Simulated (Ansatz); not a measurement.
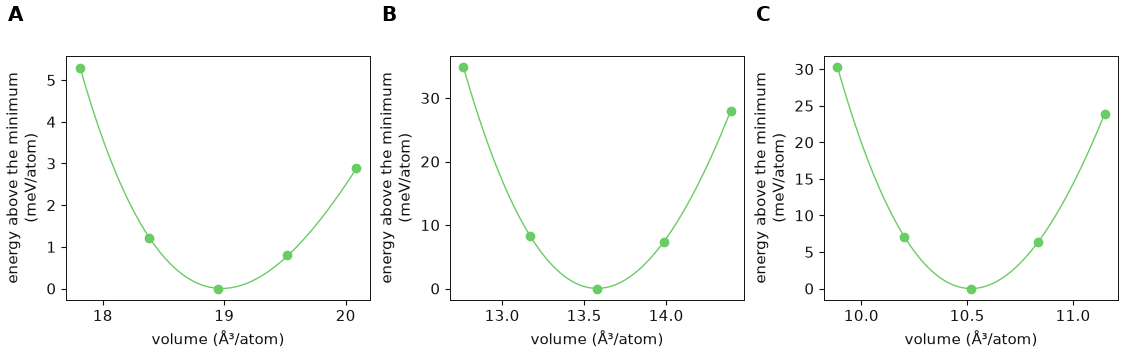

Each panel shows the energy above the minimum against volume for one of these solids: CoPtO₂, R-3m (No. 166); Si₂Mo, I4/mmm (No. 139); SnO, P4/nmm (No. 129).

Computed with Ansatz 0.2.0: third-order Birch-Murnaghan fit to density functional energies at scaled volumes of the given relaxed cell, shape and atoms relaxed at each volume; energies count from the fitted minimum; plane waves with PAW datasets, Γ-centred k mesh. Level: PBE, no spin polarisation.

Which panel belongs to which solid?

Answer. A is SnO (energy above the minimum from 0.0 meV/atom to 5.3 meV/atom, V0 18.98 Å³/atom, B0 18.3 GPa); B is Si₂Mo (energy above the minimum from 0.0 meV/atom to 34.9 meV/atom, V0 13.58 Å³/atom, B0 204 GPa); C is CoPtO₂ (energy above the minimum from 0.0 meV/atom to 30.3 meV/atom, V0 10.52 Å³/atom, B0 227 GPa).

For CoPtO₂, limits of the calculation: no spin polarisation, a magnetic state may lie lower.

For SnO, limits of the calculation: a crossing between the sampled k points may be missed; pressure derivative unusual.
